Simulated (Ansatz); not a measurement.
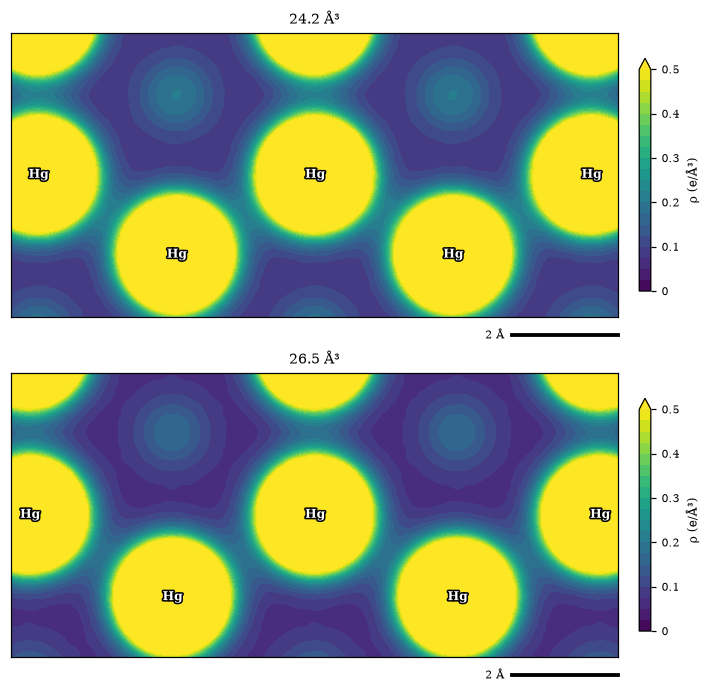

Hg. The valence pseudo-density of cells scaled evenly to different volumes (given per atom above each panel), on the (001) plane of each (indices in the axes of the cell below), at one length scale and on one colour scale.

Level of theory: DFT PBE+D3(BJ), scalar-relativistic, plane waves, PAW in Ansatz.

Core electrons are frozen (PAW), and the valence fields are smoothed inside the atomic spheres.

The largest cell:

```
CELL_PARAMETERS angstrom
5.37888 0.00000 0.00000
-2.68944 4.65824 0.00000
0.00000 0.00000 3.16999
ATOMIC_POSITIONS crystal
Hg 0.33333 0.66667 0.50000
Hg 0.00000 0.00000 0.00000
Hg 0.66667 0.33333 0.50000
```

| volume (Å³/atom) | Hg–Hg contact in the plane (Å) | ρ at its midpoint (e/Å³) | pressure (GPa) | 
| --- | --- | --- | --- |
| 24.16 | 3.012 | 0.221 | 2.0 | 
| 25.70 | 3.075 | ? | ? | 
| 26.48 | 3.105 | 0.186 | −0.7 | 

### What values belong in the row with question marks?

Over the known rows ln ρ falls by 1.85 per Å of Hg–Hg distance (the line through the two), which gives 0.197 e/Å³ at 3.075 Å; the calculation gives 0.197 e/Å³. For the pressure, a straight line in volume between the neighbouring rows gives 0.2 GPa; the calculation gives 0.0.
